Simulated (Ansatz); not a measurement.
System: W14Se27 (cell with a defect).

The calculation's input:

```
crystal:
  lattice:
    - [1.639520277, -8.5191972597, 0.0]
    - [6.5580811083, 5.6794648397, 0.0]
    - [0.0, 0.0, 12.7928245273]
  atoms:
    - { symbol: W, position: [0.9047619048, 0.5238095238, 0.2500158825] }
    - { symbol: W, position: [0.4761904762, 0.380952381, 0.2500158825] }
    - { symbol: W, position: [0.0476190476, 0.2380952381, 0.2500158825] }
    - { symbol: W, position: [0.7619047619, 0.8095238095, 0.2500158825] }
    - { symbol: W, position: [0.3333333333, 0.6666666667, 0.2500158825] }
    - { symbol: W, position: [0.619047619, 0.0952380952, 0.2500158825] }
    - { symbol: W, position: [0.1904761905, 0.9523809524, 0.2500158825] }
    - { symbol: W, position: [0.6666666667, 0.3333333333, 0.7499841175] }
    - { symbol: W, position: [0.2380952381, 0.1904761905, 0.7499841175] }
    - { symbol: W, position: [0.8095238095, 0.0476190476, 0.7499841175] }
    - { symbol: W, position: [0.5238095238, 0.619047619, 0.7499841175] }
    - { symbol: W, position: [0.0952380952, 0.4761904762, 0.7499841175] }
    - { symbol: W, position: [0.380952381, 0.9047619048, 0.7499841175] }
    - { symbol: W, position: [0.9523809524, 0.7619047619, 0.7499841175] }
    - { symbol: Se, position: [0.2380952381, 0.1904761905, 0.3816757888] }
    - { symbol: Se, position: [0.8095238095, 0.0476190476, 0.3816757888] }
    - { symbol: Se, position: [0.5238095238, 0.619047619, 0.3816757888] }
    - { symbol: Se, position: [0.0952380952, 0.4761904762, 0.3816757888] }
    - { symbol: Se, position: [0.380952381, 0.9047619048, 0.3816757888] }
    - { symbol: Se, position: [0.9523809524, 0.7619047619, 0.3816757888] }
    - { symbol: Se, position: [0.9047619048, 0.5238095238, 0.8816435852] }
    - { symbol: Se, position: [0.4761904762, 0.380952381, 0.8816435852] }
    - { symbol: Se, position: [0.0476190476, 0.2380952381, 0.8816435852] }
    - { symbol: Se, position: [0.7619047619, 0.8095238095, 0.8816435852] }
    - { symbol: Se, position: [0.3333333333, 0.6666666667, 0.8816435852] }
    - { symbol: Se, position: [0.619047619, 0.0952380952, 0.8816435852] }
    - { symbol: Se, position: [0.1904761905, 0.9523809524, 0.8816435852] }
    - { symbol: Se, position: [0.6666666667, 0.3333333333, 0.1183564148] }
    - { symbol: Se, position: [0.2380952381, 0.1904761905, 0.1183564148] }
    - { symbol: Se, position: [0.8095238095, 0.0476190476, 0.1183564148] }
    - { symbol: Se, position: [0.5238095238, 0.619047619, 0.1183564148] }
    - { symbol: Se, position: [0.0952380952, 0.4761904762, 0.1183564148] }
    - { symbol: Se, position: [0.380952381, 0.9047619048, 0.1183564148] }
    - { symbol: Se, position: [0.9523809524, 0.7619047619, 0.1183564148] }
    - { symbol: Se, position: [0.9047619048, 0.5238095238, 0.6183242112] }
    - { symbol: Se, position: [0.4761904762, 0.380952381, 0.6183242112] }
    - { symbol: Se, position: [0.0476190476, 0.2380952381, 0.6183242112] }
    - { symbol: Se, position: [0.7619047619, 0.8095238095, 0.6183242112] }
    - { symbol: Se, position: [0.3333333333, 0.6666666667, 0.6183242112] }
    - { symbol: Se, position: [0.619047619, 0.0952380952, 0.6183242112] }
    - { symbol: Se, position: [0.1904761905, 0.9523809524, 0.6183242112] }
  host:
    lattice:
      - [3.2790405541, 0.0, 0.0]
      - [-1.639520277, 2.8397324199, 0.0]
      - [0.0, 0.0, 12.7928245273]
    atoms:
      - { symbol: W, position: [0.6666666667, 0.3333333333, 0.2500158825] }
      - { symbol: W, position: [0.3333333333, 0.6666666667, 0.7499841175] }
      - { symbol: Se, position: [0.3333333333, 0.6666666667, 0.3816757888] }
      - { symbol: Se, position: [0.6666666667, 0.3333333333, 0.8816435852] }
      - { symbol: Se, position: [0.3333333333, 0.6666666667, 0.1183564148] }
      - { symbol: Se, position: [0.6666666667, 0.3333333333, 0.6183242112] }
basis:
  ecutwfc: 420
  xc_grid: 2
kpoints:
  mp_grid: { grid: [2, 2, 2], shift: [0.0, 0.0, 0.0] }
hamiltonian:
  xc: pbe
  dispersion: d3bj
scf:
  occupations: { method: gaussian, width: 0.01 }
output:
  forces: true
  stress: false
  eigenvalues: true
  charged_corrections:
    defect_position: [0.66666667, 0.33333333, 0.38167579]
    epsilon: [[15.759, 0.0, 0.0], [0.0, 15.759, 0.0], [0.0, 0.0, 8.2223]]
  write_density: true
  write_potential: true
  elf: true
  volumetric_format: npy
relax:
  adjacent_minimum: "off"
  f_tol: 0.025
  max_steps: 45
```

Launched as:

```sh
ansatz run input.yaml --threads 4 --pin off --max-ram 10240MiB --backend cpu --events-out ev --progress --plain --runs-dir out
```

The fields are those of the run's last geometry, not of the input's.

Computed with Ansatz, DFT PBE+D3(BJ), scalar-relativistic, plane waves, PAW.

Q: What will maps of the valence pseudo-density and electron localisation function show?

A: W–Se (2.54 Å): ρ is about 0.54 e/Å³ halfway; the ELF is about 0.55 at the midpoint.

Q: Does the calculation give a band gap?

A: It is gapped, with a Kohn–Sham gap of 0.77 eV on the k-point mesh, an upper bound to the gap of this method.

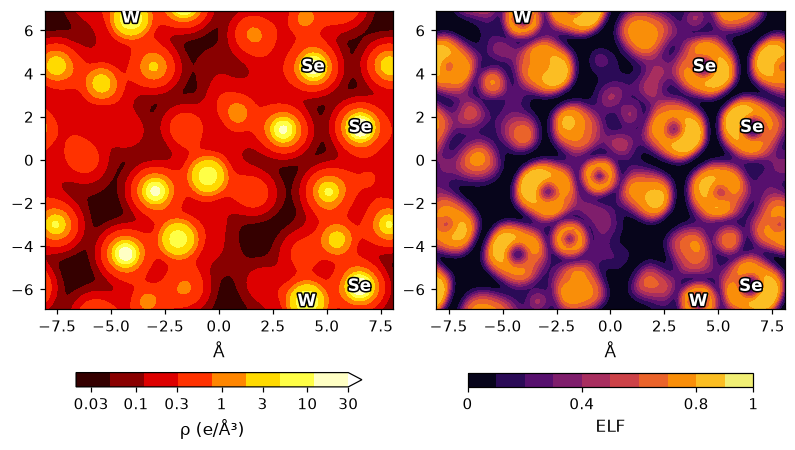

Computed valence pseudo-density and electron localisation function on the (111) plane of the calculation cell, in this order. Atoms just off the plane (W, 0.3 Å away and Se, 0.3 Å away) can leave unmarked features too.
